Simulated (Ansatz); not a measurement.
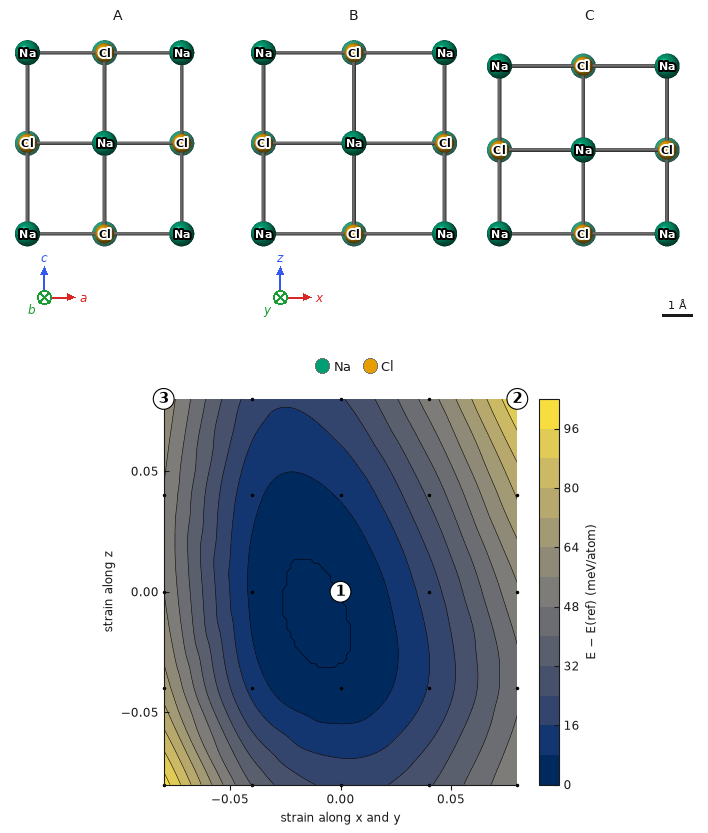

A scan of a crystal of NaCl (Fm-3m): the cell is strained equally along x and y and separately along z, with the atoms kept at their fractional coordinates. x, y and z are the Cartesian axes of the input. The map is interpolated between the computed points (dots). The frames are shuffled; each belongs to one numbered point. A ball-and-stick model of the conventional cell (4 times the calculation's cell), seen along the b axis. Lengths and directions refer to the drawn axes.

The calculation used DFT PBEsol, scalar-relativistic, plane waves, PAW (Ansatz). Set-up: plane-wave cutoff 420 eV; k-point mesh 8 × 8 × 8; occupations gaussian; smearing width 0.05 eV; no spin polarisation. Energies (free energies at the smearing named) are counted from the cell as listed in its source, which wasn't relaxed.

Which frame belongs to which numbered point?

Answer. Point 1 is frame C, at (0.000, 0.000) and 0.0 meV/atom; 2 is frame B, at (0.080, 0.080) and 95.9 meV/atom; 3 is frame A, at (−0.080, 0.080) and 61.7 meV/atom. In pairs of (strain along x and y; strain along z): the lowest computed point lies at (0.000, 0.000) (0.0 meV/atom), the highest at (−0.080, −0.080) (100.4 meV/atom). The valley is tilted: raising the in-plane strain is made harder by raising the strain along z (cross term 0.28 of the geometric mean of the two curvatures). Over the ranges scanned the energy rises more along the first axis, the in-plane strain. The pressure runs from −3.7 GPa at (0.080, 0.080) to 9.4 GPa at (−0.080, −0.080).
